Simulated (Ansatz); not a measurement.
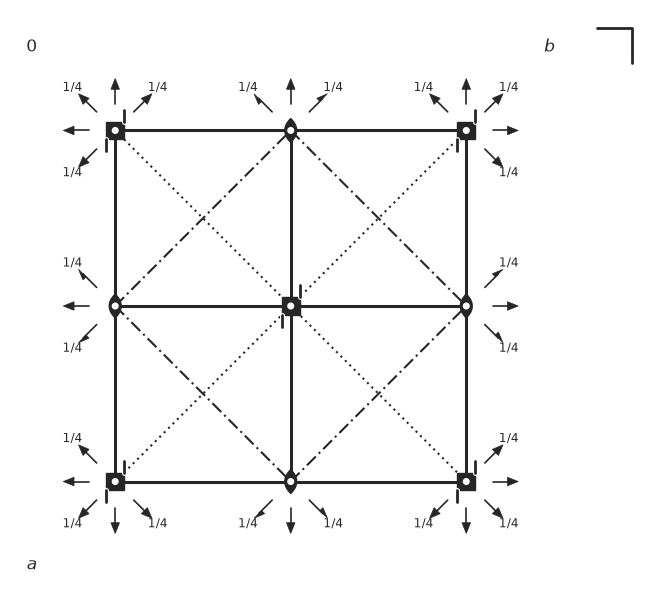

Symmetry elements of a space group, projected down c, computed from the operations of a computed or model structure of composition CdSe, which need not be its known form.

Graphical symbols as in the International Tables (origin upper left, heights as fractions; handed screw axes are marked by their printed symbols).

Question: Give the Hermann–Mauguin symbol and number.

Answer: P4_2/mmc (No. 131); primitive tetragonal, point group 4/mmm, 16 general positions a cell.

Question: List the elements shown.

Answer: 4₂ axes along c at (0, 0), (1/2, 1/2); 2 axes along c at (0, 1/2), (1/2, 0); inversion centres at (0, 0), (0, 1/2), (1/2, 0), (1/2, 1/2); c glide planes holding c and [1 1 0] or [−1 1 0]; diagonal glide planes holding c and [1 1 0] or [−1 1 0]; mirror planes normal to a, at x = 0, 1/2; mirror planes normal to b, at y = 0, 1/2; a mirror plane normal to c at height 0; 2 axes along [1 1 0] at height 1/4; 2 axes along [−1 1 0] at height 1/4; 2 axes along a at height 0; 2 axes along b at height 0; 2₁ axes along [1 1 0] at height 1/4; 2₁ axes along [−1 1 0] at height 1/4. Heights repeat every half period; positions are (a, b) fractions, modulo 1.

Question: Write the general positions (in any order).

Answer: x, y, z
−x, −y, −z
−y, x, z+1/2
y, −x, −z+1/2
−x, −y, z
x, y, −z
y, −x, z+1/2
−y, x, −z+1/2
x, −y, −z
−x, y, z
−y, −x, −z+1/2
y, x, z+1/2
−x, y, −z
x, −y, z
y, x, −z+1/2
−y, −x, z+1/2
